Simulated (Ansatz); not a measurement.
**BiS2: geometry relaxation (part 1 of 3)**

- system: BiS2 (C2/m, 12 atoms in the cell)
- method: DFT PBEsol, scalar-relativistic, plane waves, PAW, no spin polarisation (Ansatz 0.2.0)

The structure derives from a Materials Project entry.

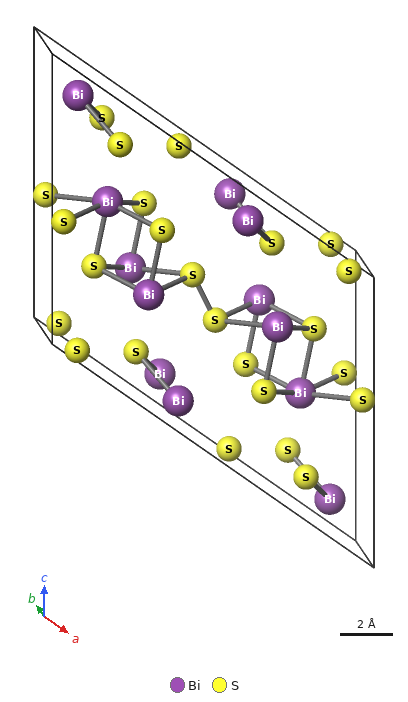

The starting structure (ball-and-stick view of the cell 2 times as large as that of the calculation, set on its symmetry axes, seen slightly off an axis). An atom can appear more than once, as a periodic image. Near neighbours in the periodic cell (some may lie outside the picture): Bi has 5 S at 2.61 to 2.91 Å; S has 3 Bi at 2.61 to 2.83 Å; S has 2 Bi at 2.86 to 2.91 Å and 1 S at 2.05 to 2.07 Å.

**The input**
```yaml
crystal:
  lattice:
    - [7.9355029432, -2.0220538047, 0.0]
    - [7.9355029432, 2.0220538047, 0.0]
    - [-7.032557463, 0.0, 9.2936995377]
  atoms:
    - { symbol: Bi, position: [0.70023098, 0.70023098, 0.598865] }
    - { symbol: Bi, position: [0.60860479, 0.60860479, 0.89381618] }
    - { symbol: Bi, position: [0.39139521, 0.39139521, 0.10618382] }
    - { symbol: Bi, position: [0.29976903, 0.29976903, 0.401135] }
    - { symbol: S, position: [0.65795539, 0.65795539, 0.3445309] }
    - { symbol: S, position: [0.21116786, 0.21116786, 0.8498508] }
    - { symbol: S, position: [0.07768705, 0.07768705, 0.03838744] }
    - { symbol: S, position: [0.78883214, 0.78883214, 0.1501492] }
    - { symbol: S, position: [0.96435807, 0.96435807, 0.55068574] }
    - { symbol: S, position: [0.92231295, 0.92231295, 0.96161256] }
    - { symbol: S, position: [0.34204461, 0.34204461, 0.6554691] }
    - { symbol: S, position: [0.03564193, 0.03564193, 0.44931426] }
basis:
  ecutwfc: 420
kpoints:
  mp_grid: { grid: [8, 8, 4] }
hamiltonian:
  xc: pbesol
scf:
  occupations: { method: gaussian, width: 0.02 }
output:
  forces: true
  stress: true
  eigenvalues: true
relax:
  adjacent_minimum: "off"
  f_tol: 0.005
  max_steps: 80
  cell: { stress_tol: 0.05 }
```

Hardware: 8 threads of Oxide Virtual Turin-like (Zen 5), 32 GiB of memory available, shared host.

Command:
```bash
ansatz run input.yaml --threads 8 --pin off --max-ram 22528MiB --backend cpu --events-out ev --progress --plain --runs-dir out
```

**Log**
```
basis.fft_grid_basis auto: the FFT boxes are laid along the combinations [[1, -1, 0], [0, 1, 0], [1, 0, 1]] of the cell's own vectors, 4.044, 8.189 and 9.554 Å long. The dense box has 30×60×64 points. Along the cell's own vectors, as sized, it would have 60×60×80, 2.50 times as many. Of the 4 symmetry operations that the crystal satisfies within crystal.symmetry.tolerance (time reversal apart; of a slab, those that keep its plane) the dense box along the cell's own vectors carries 4, and the one as laid loses 2 of those. basis.fft_grid_basis: typed keeps the cell's own vectors: state it where this run's energies or levels are differenced outside the engine with another run's, or held beside a run that keeps those vectors.
Engine: ansatz 0.2.0, x86_64-unknown-linux-gnu
Pseudopotentials: kind: paw
Pseudopotential: Bi, paw, valence charge 15, recommended cutoff 420 eV (normal), Bi.paw.azcp
Pseudopotential: S, paw, valence charge 6, recommended cutoff 420 eV (normal), S.paw.azcp
Functional definition: PBEsol
  exchange = pbesol_x
  correlation = pbesol_c
Crystal: 12 atoms, lattice volume = 298.254 Å³
Basis set: ecut = 420 eV, 5839 PW (Γ), FFT grids on a1−a2, a2, a1+a3, exchange–correlation on 60×120×128 points (8 copies of the dense FFT grid, shifted against one another)
Bands: 66, of which v1, the nominal top of the filled ones, is band 54 counted from 1 (53 counted from 0)
Symmetry: 4 space group operations
Space group: C2/m (ITA 12), of the structure as read, at distance tolerance 6.7e-5 Å
k-points: 78 of 256
Non-local potential: Bi, projectors of the file, l = 0: 2, l = 1: 2, l = 2: 2, l = 3: 2
Non-local potential: S, projectors of the file, l = 0: 2, l = 1: 2, l = 2: 2
PAW form: soft (Blöchl's): semilocal exchange-correlation on the pseudo side does not see the compensation charge
PAW frozen core: Bi, regenerated for the run's functional, and the local potential with it (the file was generated under x = pbe(κ = 0.804, μ = 0.2195149727645171), c = pbe(β = 0.06672455060314922))
PAW frozen core: S, regenerated for the run's functional, and the local potential with it (the file was generated under x = pbe(κ = 0.804, μ = 0.2195149727645171), c = pbe(β = 0.06672455060314922))
PAW one-centre angular grid: Bi, 590 points (default); XC on 64 Gauss nodes
PAW one-centre angular grid: S, 110 points (default); XC on 64 Gauss nodes
Initial density: superposition of atomic densities (neutral atoms: chi_scale 0, normalization atom), corrected by the library's trained network
Initial wavefunctions: pseudopotential atomic-orbital guess
Functional: x = pbesol(κ = 0.804, μ = 0.12345679012345678), c = pbesol(β = 0.046)
SCF iter   1: F=—  HF=-56050.899385 eV  |F-HF|=—  |Δ(HF+E_count)|=         —  Δρ=5.21e-3  dr2=1.66e-1  ethr=1.77e-3  ⟨swp⟩=6.2  Hψ=20589  notcnv=0  defer=13
preconditioner: auto → Resta (q_TF=auto, 2.303 Å⁻¹)  ε∞=5.2  [insulator: Δε(μ)=0.940 eV  Ē_g=8.659 eV  σ=0.020 eV  W_gap=1.00  n_scr=66 (ndim 8)  ℏωp=17.7 eV  f_vac=0.006  D(μ)=0.00/eV (n_scr^D=0)  ε∞_Penn≈5.2]
SCF iter   2: F=—  HF=-56050.866072 eV  |F-HF|=—  |Δ(HF+E_count)|=   3.33e-2  Δρ=2.72e-3  dr2=4.52e-2  ethr=1.54e-4  ⟨swp⟩=1.9  Hψ=6266  notcnv=0  defer=347
SCF iter   3: F=—  HF=-56050.856059 eV  |F-HF|=—  |Δ(HF+E_count)|=   1.00e-2  Δρ=5.35e-4  dr2=1.02e-3  ethr=4.19e-5  ⟨swp⟩=2.4  Hψ=7002  notcnv=0  defer=431
SCF iter   4: F=—  HF=-56050.855918 eV  |F-HF|=—  |Δ(HF+E_count)|=   1.41e-4  Δρ=1.65e-4  dr2=1.06e-4  ethr=9.40e-7  ⟨swp⟩=2.0  Hψ=8836  notcnv=0  defer=431
SCF iter   5: F=—  HF=-56050.855934 eV  |F-HF|=—  |Δ(HF+E_count)|=   1.61e-5  Δρ=4.36e-5  dr2=6.38e-6  ethr=9.86e-8  ⟨swp⟩=2.0  Hψ=7290  notcnv=0  defer=431
SCF iter   6: F=—  HF=-56050.856183 eV  |F-HF|=—  |Δ(HF+E_count)|=   2.48e-4  Δρ=9.78e-6  dr2=5.51e-7  ethr=5.91e-9  ⟨swp⟩=2.0  Hψ=9013  notcnv=0  defer=431
SCF iter   7: F=-56050.856183 eV  HF=-56050.856183 eV  |F-HF|=8.88e-10  |Δ(HF+E_count)|=   3.29e-7  Δρ=3.67e-6  dr2=3.85e-8  ethr=9.26e-11  ⟨swp⟩=10.5  Hψ=27055  notcnv=0
SCF 1 converged in 7 iterations: F = -56050.856183 eV  dr2 = 3.85e-8
  greatest PAW one-centre occupation: 0.990 electrons in one spin orbital (limit 2), on the Bi atom at site 2 (counted from 0), in its partial waves of l = 2
relax step   1: F+E_penalty+E_count = -56050.85618302 eV  Δ(F+E_penalty+E_count) = +0.000e0 eV  max|allowed force component| = 2.418e-1 eV/Å  Δτ_max = 0.0000 Å  P = -1.473 GPa  Ω = 298.254 Å³  (7 SCF iters, dr2 threshold 1.00e-7 eV, accepted)
Crystal: 12 atoms, lattice volume = 266.436 Å³
Basis set: ecut = 420 eV, 5247 PW (Γ), FFT grids on a1−a2, a2, a1+a3, exchange–correlation on 60×120×128 points (8 copies of the dense FFT grid, shifted against one another)
Initial density: handed on by an earlier stage of this run
Initial wavefunctions: those handed on with the density
iter 1 solved again at ethr=9.31e-5 eV; its pass at ethr=3.10e-3 eV (dr2=1.01e-1 eV) is discarded
SCF iter   1: F=—  HF=-56050.805670 eV  |F-HF|=—  |Δ(HF+E_count)|=         —  Δρ=5.72e-3  dr2=1.00e-1  ethr=9.31e-5  ⟨swp⟩=2.9  Hψ=26678  notcnv=0
preconditioner: auto → Resta (q_TF=auto, 2.347 Å⁻¹)  ε∞=3.4  [insulator: Δε(μ)=0.840 eV  Ē_g=15.210 eV  σ=0.020 eV  W_gap=1.00  n_scr=60 (ndim 8)  ℏωp=23.6 eV  f_vac=0.000  D(μ)=0.00/eV (n_scr^D=0)  ε∞_Penn≈3.4]
SCF iter   2: F=—  HF=-56050.788062 eV  |F-HF|=—  |Δ(HF+E_count)|=   1.76e-2  Δρ=2.91e-3  dr2=2.40e-2  ethr=9.28e-5  ⟨swp⟩=2.1  Hψ=6100  notcnv=0
SCF iter   3: F=—  HF=-56050.783379 eV  |F-HF|=—  |Δ(HF+E_count)|=   4.68e-3  Δρ=4.02e-4  dr2=5.82e-4  ethr=2.23e-5  ⟨swp⟩=2.5  Hψ=7263  notcnv=0
SCF iter   4: F=—  HF=-56050.783687 eV  |F-HF|=—  |Δ(HF+E_count)|=   3.08e-4  Δρ=9.74e-5  dr2=2.85e-5  ethr=5.39e-7  ⟨swp⟩=2.4  Hψ=8341  notcnv=0
SCF iter   5: F=—  HF=-56050.783702 eV  |F-HF|=—  |Δ(HF+E_count)|=   1.49e-5  Δρ=2.44e-5  dr2=2.42e-6  ethr=2.64e-8  ⟨swp⟩=2.0  Hψ=9358  notcnv=0
SCF iter   6: F=-56050.783703 eV  HF=-56050.783703 eV  |F-HF|=6.58e-8  |Δ(HF+E_count)|=   8.86e-7  Δρ=6.00e-6  dr2=1.25e-7  ethr=1.11e-9  ⟨swp⟩=7.2  Hψ=23894  notcnv=0
SCF 2 converged in 6 iterations: F = -56050.783703 eV  dr2 = 1.25e-7
relax step   2: F+E_penalty+E_count = -56050.78370297 eV  Δ(F+E_penalty+E_count) = +7.248e-2 eV  max|allowed force component| = 2.577e-1 eV/Å  Δτ_max = 0.1208 Å  P = +3.428 GPa  Ω = 266.436 Å³  energy of the carried Pulay correction = +3.926e-3 eV  (6 SCF iters, dr2 threshold 1.20e-6 eV, rejected (line search))
Crystal: 12 atoms, lattice volume = 285.448 Å³
Basis set: ecut = 420 eV, 5603 PW (Γ), FFT grids on a1−a2, a2, a1+a3, exchange–correlation on 60×120×128 points (8 copies of the dense FFT grid, shifted against one another)
iter 1 solved again at ethr=4.25e-5 eV; its pass at ethr=3.10e-3 eV (dr2=4.58e-2 eV) is discarded
SCF iter   1: F=—  HF=-56050.962687 eV  |F-HF|=—  |Δ(HF+E_count)|=         —  Δρ=3.61e-3  dr2=4.45e-2  ethr=4.25e-5  ⟨swp⟩=3.4  Hψ=27633  notcnv=0
preconditioner: auto → Resta (q_TF=auto, 2.320 Å⁻¹)  ε∞=5.2  [insulator: Δε(μ)=1.011 eV  Ē_g=8.791 eV  σ=0.020 eV  W_gap=1.00  n_scr=62 (ndim 8)  ℏωp=18.1 eV  f_vac=0.004  D(μ)=0.00/eV (n_scr^D=0)  ε∞_Penn≈5.2]
SCF iter   2: F=—  HF=-56050.955493 eV  |F-HF|=—  |Δ(HF+E_count)|=   7.19e-3  Δρ=1.90e-3  dr2=1.24e-2  ethr=4.12e-5  ⟨swp⟩=2.1  Hψ=5919  notcnv=0
SCF iter   3: F=—  HF=-56050.953359 eV  |F-HF|=—  |Δ(HF+E_count)|=   2.13e-3  Δρ=2.85e-4  dr2=3.66e-4  ethr=1.15e-5  ⟨swp⟩=2.3  Hψ=7312  notcnv=0
SCF iter   4: F=—  HF=-56050.953442 eV  |F-HF|=—  |Δ(HF+E_count)|=   8.32e-5  Δρ=7.20e-5  dr2=2.00e-5  ethr=3.39e-7  ⟨swp⟩=2.7  Hψ=8336  notcnv=0
SCF iter   5: F=—  HF=-56050.953428 eV  |F-HF|=—  |Δ(HF+E_count)|=   1.43e-5  Δρ=1.89e-5  dr2=1.49e-6  ethr=1.86e-8  ⟨swp⟩=2.0  Hψ=8662  notcnv=0
SCF iter   6: F=—  HF=-56050.953709 eV  |F-HF|=—  |Δ(HF+E_count)|=   2.81e-4  Δρ=4.89e-6  dr2=9.24e-8  ethr=1.38e-9  ⟨swp⟩=2.0  Hψ=9333  notcnv=0
SCF iter   7: F=—  HF=-56050.953709 eV  |F-HF|=—  |Δ(HF+E_count)|=   1.04e-7  Δρ=9.60e-7  dr2=3.61e-9  ethr=8.56e-11  ⟨swp⟩=2.0  Hψ=7772  notcnv=0
SCF iter   8: F=—  HF=-56050.953709 eV  |F-HF|=—  |Δ(HF+E_count)|=   2.54e-9  Δρ=2.53e-7  dr2=2.57e-10  ethr=3.35e-12  ⟨swp⟩=2.1  Hψ=7796  notcnv=0
SCF iter   9: F=-56050.953709 eV  HF=-56050.953709 eV  |F-HF|=0.00e0  |Δ(HF+E_count)|=  1.38e-10  Δρ=6.65e-8  dr2=2.28e-11  ethr=1.00e-12  ⟨swp⟩=5.8  Hψ=19711  notcnv=0
SCF 3 converged in 9 iterations: F = -56050.953709 eV  dr2 = 2.28e-11
relax step   3: F+E_penalty+E_count = -56050.95370890 eV  Δ(F+E_penalty+E_count) = -9.753e-2 eV  max|allowed force component| = 1.219e-1 eV/Å  Δτ_max = 0.0436 Å  P = -0.109 GPa  Ω = 285.448 Å³  energy of the carried Pulay correction = +1.529e-3 eV  (9 SCF iters, accepted)
Crystal: 12 atoms, lattice volume = 278.990 Å³
Basis set: ecut = 420 eV, 5457 PW (Γ), FFT grids on a1−a2, a2, a1+a3, exchange–correlation on 60×120×128 points (8 copies of the dense FFT grid, shifted against one another)
iter 1 solved again at ethr=2.20e-5 eV; its pass at ethr=3.10e-3 eV (dr2=2.38e-2 eV) is discarded
SCF iter   1: F=—  HF=-56050.982932 eV  |F-HF|=—  |Δ(HF+E_count)|=         —  Δρ=3.50e-3  dr2=2.54e-2  ethr=2.20e-5  ⟨swp⟩=3.7  Hψ=28969  notcnv=0
preconditioner: auto → Resta (q_TF=auto, 2.329 Å⁻¹)  ε∞=3.4  [insulator: Δε(μ)=0.965 eV  Ē_g=15.052 eV  σ=0.020 eV  W_gap=1.00  n_scr=60 (ndim 8)  ℏωp=23.1 eV  f_vac=0.001  D(μ)=0.00/eV (n_scr^D=0)  ε∞_Penn≈3.4]
SCF iter   2: F=—  HF=-56050.979573 eV  |F-HF|=—  |Δ(HF+E_count)|=   3.36e-3  Δρ=1.77e-3  dr2=5.55e-3  ethr=2.20e-5  ⟨swp⟩=3.1  Hψ=10234  notcnv=0  defer=1
SCF iter   3: F=—  HF=-56050.979199 eV  |F-HF|=—  |Δ(HF+E_count)|=   3.74e-4  Δρ=2.71e-4  dr2=1.59e-4  ethr=5.14e-6  ⟨swp⟩=2.6  Hψ=9254  notcnv=0  defer=1
SCF iter   4: F=—  HF=-56050.979427 eV  |F-HF|=—  |Δ(HF+E_count)|=   2.27e-4  Δρ=4.31e-5  dr2=6.37e-6  ethr=1.47e-7  ⟨swp⟩=2.3  Hψ=8872  notcnv=0  defer=1
iter 5 did not close the SCF: its close was put off for the readings that it lacked (scf_convergence_deferred on its scf_iter line)
SCF iter   5: F=-56050.979429 eV  HF=-56050.979429 eV  |F-HF|=5.39e-8  |Δ(HF+E_count)|=   2.28e-6  Δρ=1.08e-5  dr2=4.91e-7  ethr=5.90e-9  ⟨swp⟩=2.7  Hψ=8698  notcnv=0  defer=1
SCF iter   6: F=-56050.979429 eV  HF=-56050.979429 eV  |F-HF|=5.45e-9  |Δ(HF+E_count)|=   1.96e-7  Δρ=2.68e-6  dr2=2.94e-8  ethr=4.54e-10  ⟨swp⟩=5.5  Hψ=23326  notcnv=0
SCF 4 converged in 6 iterations: F = -56050.979429 eV  dr2 = 2.94e-8
relax step   4: F+E_penalty+E_count = -56050.97942926 eV  Δ(F+E_penalty+E_count) = -2.572e-2 eV  max|allowed force component| = 1.795e-1 eV/Å  Δτ_max = 0.1000 Å  P = +0.162 GPa  Ω = 278.990 Å³  energy of the carried Pulay correction = +2.325e-3 eV  (6 SCF iters, dr2 threshold 9.29e-7 eV, accepted)
Crystal: 12 atoms, lattice volume = 278.078 Å³
Basis set: ecut = 420 eV, 5437 PW (Γ), FFT grids on a1−a2, a2, a1+a3, exchange–correlation on 60×120×128 points (8 copies of the dense FFT grid, shifted against one another)
iter 1 solved again at ethr=7.63e-5 eV; its pass at ethr=3.10e-3 eV (dr2=8.25e-2 eV) is discarded
SCF iter   1: F=—  HF=-56050.940272 eV  |F-HF|=—  |Δ(HF+E_count)|=         —  Δρ=6.71e-3  dr2=8.38e-2  ethr=7.63e-5  ⟨swp⟩=3.0  Hψ=26131  notcnv=0
preconditioner: auto → Resta (q_TF=auto, 2.330 Å⁻¹)  ε∞=3.4  [insulator: Δε(μ)=1.012 eV  Ē_g=15.032 eV  σ=0.020 eV  W_gap=1.00  n_scr=60 (ndim 8)  ℏωp=23.1 eV  f_vac=0.000  D(μ)=0.00/eV (n_scr^D=0)  ε∞_Penn≈3.4]
SCF iter   2: F=—  HF=-56050.925255 eV  |F-HF|=—  |Δ(HF+E_count)|=   1.50e-2  Δρ=3.52e-3  dr2=2.23e-2  ethr=7.63e-5  ⟨swp⟩=2.3  Hψ=6105  notcnv=0
SCF iter   3: F=—  HF=-56050.921470 eV  |F-HF|=—  |Δ(HF+E_count)|=   3.78e-3  Δρ=3.91e-4  dr2=3.81e-4  ethr=2.07e-5  ⟨swp⟩=2.3  Hψ=8567  notcnv=0
SCF iter   4: F=—  HF=-56050.921836 eV  |F-HF|=—  |Δ(HF+E_count)|=   3.66e-4  Δρ=9.40e-5  dr2=2.37e-5  ethr=3.53e-7  ⟨swp⟩=2.4  Hψ=9291  notcnv=0
iter 5 did not close the SCF: its close was put off for the readings that it lacked (scf_convergence_deferred on its scf_iter line)
SCF iter   5: F=-56050.921850 eV  HF=-56050.921850 eV  |F-HF|=4.47e-7  |Δ(HF+E_count)|=   1.34e-5  Δρ=1.73e-5  dr2=1.09e-6  ethr=2.19e-8  ⟨swp⟩=2.0  Hψ=6837  notcnv=0
SCF iter   6: F=-56050.921850 eV  HF=-56050.921850 eV  |F-HF|=1.08e-8  |Δ(HF+E_count)|=   6.59e-7  Δρ=4.56e-6  dr2=8.68e-8  ethr=1.01e-9  ⟨swp⟩=4.5  Hψ=22522  notcnv=0
SCF 5 converged in 6 iterations: F = -56050.921850 eV  dr2 = 8.68e-8
relax step   5: F+E_penalty+E_count = -56050.92185046 eV  Δ(F+E_penalty+E_count) = +5.758e-2 eV  max|allowed force component| = 3.884e-1 eV/Å  Δτ_max = 0.1500 Å  P = -0.272 GPa  Ω = 278.078 Å³  energy of the carried Pulay correction = +2.439e-3 eV  (6 SCF iters, dr2 threshold 1.20e-6 eV, rejected (line search))
Crystal: 12 atoms, lattice volume = 278.071 Å³
Basis set: ecut = 420 eV, 5441 PW (Γ), FFT grids on a1−a2, a2, a1+a3, exchange–correlation on 60×120×128 points (8 copies of the dense FFT grid, shifted against one another)
iter 1 solved again at ethr=3.80e-5 eV; its pass at ethr=3.10e-3 eV (dr2=4.10e-2 eV) is discarded
```
